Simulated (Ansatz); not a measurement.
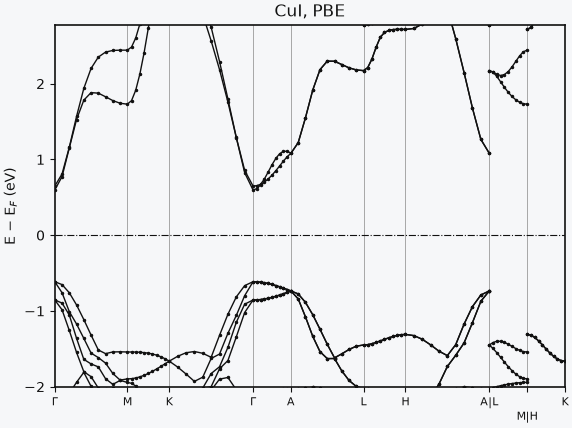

Band structure of CuI, space group P6_3/mmc (No. 194), 4 atoms in the cell, h-MgO (five-fold) type. Level of theory: DFT, PBE, plane waves, PAW, no spin polarisation, 6×6×4 k mesh, 420 eV cutoff, Fermi-Dirac smearing of 0.02 eV; code Ansatz 0.2.0. Energies are counted from the Fermi level.

The material is gapped. The gap along this path is 1.21 eV and direct: both edges lie at Γ. Two bands meet at the valence-band top at Γ: it is doubly degenerate (spin aside). The direct gaps are 3.62 eV at L, 1.21 eV at Γ and 1.82 eV at A.

Spin-orbit coupling is left out, which matters for I.
